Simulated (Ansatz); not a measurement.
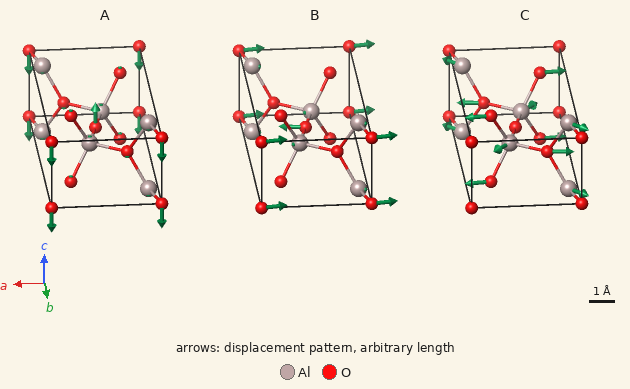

Modes of solid Al$_{2}$O$_{3}$, space group Pnnm (No. 58), at the zone centre. Displacements are drawn as green arrows; their common scale and sign are arbitrary. The picture is a ball-and-stick view of the cell of the calculation, seen from a free direction.

Computed with Ansatz 0.2.0, DFT LDA, scalar-relativistic, plane waves, PAW.

Frequencies are those without the non-analytic (LO–TO) term.

> Give the symmetry species and the selection rules of each.

A is A_u, silent by symmetry (neither infrared- nor Raman-active) (83 cm⁻¹). B is B₂u, infrared-active by symmetry (205 cm⁻¹). C is B₁g, Raman-active by symmetry (589 cm⁻¹). The crystal has a centre of inversion, so no mode is both.
